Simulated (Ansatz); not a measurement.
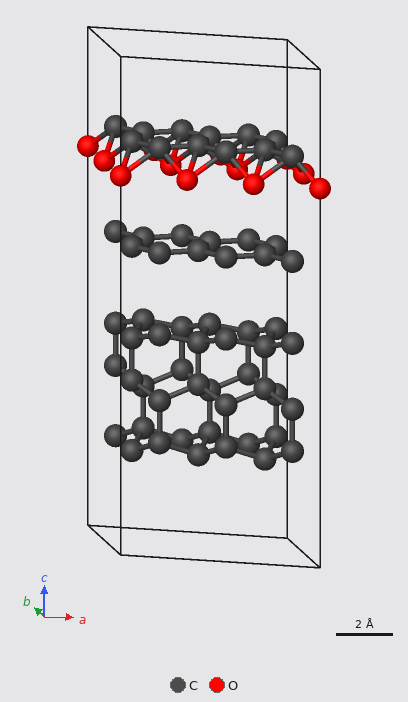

Fig. 1: The structure as given in the input (ball-and-stick view of the 3 × 2 repeat of the cell, with the vacuum cut short, seen slightly off an axis). An atom can appear more than once, as a periodic image.

**Geometry relaxation of C10O (part 1 of 5)**

The run: geometry relaxation of C10O (slab, 11 atoms in the cell). Method and program: DFT PBEsol, scalar-relativistic, plane waves, PAW, spin-polarised (Ansatz 0.2.0).

The structure derives from an entry of the Crystallography Open Database. The input holds or restrains some coordinates. Forces given for the steps count only the free coordinates. It belongs to a series of runs on one base structure; here: O put at a hollow C-C site. Figures and captions count atoms from 1; the log counts them from 0 in places.

The input
```yaml
crystal:
  lattice:
    - [2.4988149563, 0.0, 0.0]
    - [-1.2494074781, 2.1640372315, 0.0]
    - [0.0, 0.0, 27.8442861088]
  atoms:
    - { symbol: C, position: [0.3333333333, 0.6666666667, 0.3052690942] }
    - { symbol: C, position: [0.6666666667, 0.3333333333, 0.3240382868] }
    - { symbol: C, position: [0.6666666667, 0.3333333333, 0.3799852434] }
    - { symbol: C, position: [0.3333333333, 0.6666666667, 0.398754436] }
    - { symbol: C, position: [0.3333333333, 0.6666666667, 0.4547013927] }
    - { symbol: C, position: [0.6666666667, 0.3333333333, 0.4675208682] }
    - { symbol: C, position: [0.6666666667, 0.3333333333, 0.5763523093] }
    - { symbol: C, position: [0.3333333333, 0.6666666667, 0.5766645208] }
    - { symbol: C, position: [0.3333333333, 0.6666666667, 0.716043567] }
    - { symbol: C, position: [0.6666666667, 0.3333333333, 0.7160454443] }
    - { symbol: O, position: [0.0, 0.0, 0.6815679936], spin: 2.0 }
basis:
  ecutwfc: 420
kpoints:
  mp_grid: { grid: [12, 12, 1] }
hamiltonian:
  xc: pbesol
scf:
  occupations: { method: gaussian, width: 0.05 }
output:
  forces: true
  eigenvalues: true
  populations: true
  write_density: true
  write_potential: true
  elf: true
  volumetric_format: npy
magnetization:
  spin_polarized: true
relax:
  adjacent_minimum: "off"
  f_tol: 0.03
  max_steps: 70
  constraints: [{ sites: [0, 1, 2, 3, 4] }]
efield:
  axis: 3
  dipole_correction: true
  ramp_width: 0.04
```

Launch command:
```bash
ansatz run input.yaml --threads 2 --pin off --max-ram 5120MiB --backend cpu --events-out ev --progress --plain --runs-dir out
```

What the program printed
```
Engine: ansatz 0.2.0, x86_64-unknown-linux-gnu
Pseudopotentials: kind: paw
Pseudopotential: C, paw, valence charge 4, recommended cutoff 420 eV (normal), C.paw.azcp
Pseudopotential: O, paw, valence charge 6, recommended cutoff 420 eV (normal), O.paw.azcp
Functional definition: PBEsol
  exchange = pbesol_x
  correlation = pbesol_c
Crystal: 11 atoms, lattice volume = 150.569 Å³
Basis set: ecut = 420 eV, 2883 PW (Γ), exchange–correlation on 36×36×384 points (8 copies of the dense FFT grid, shifted against one another)
Bands: 35, of which v1, the nominal top of the filled ones, is band 23 counted from 1 (22 counted from 0)
Symmetry: 6 space group operations
k-points: 19 of 144 (time reversal used)
Non-local potential: C, projectors of the file, l = 0: 2, l = 1: 2, l = 2: 1
Non-local potential: O, projectors of the file, l = 0: 2, l = 1: 2, l = 2: 1
PAW form: soft (Blöchl's): semilocal exchange-correlation on the pseudo side does not see the compensation charge
PAW frozen core: C, regenerated for the run's functional, and the local potential with it (the file was generated under x = pbe(κ = 0.804, μ = 0.2195149727645171), c = pbe(β = 0.06672455060314922))
PAW frozen core: O, regenerated for the run's functional, and the local potential with it (the file was generated under x = pbe(κ = 0.804, μ = 0.2195149727645171), c = pbe(β = 0.06672455060314922))
PAW one-centre angular grid: C, 110 points (default); XC on 64 Gauss nodes
PAW one-centre angular grid: O, 110 points (default); XC on 64 Gauss nodes
Starting moments: Σ|m| = 2 μB on 1 of 11 sites
Initial wavefunctions: pseudopotential atomic-orbital guess
Functional: x = pbesol(κ = 0.804, μ = 0.12345679012345678), c = pbesol(β = 0.046)
```
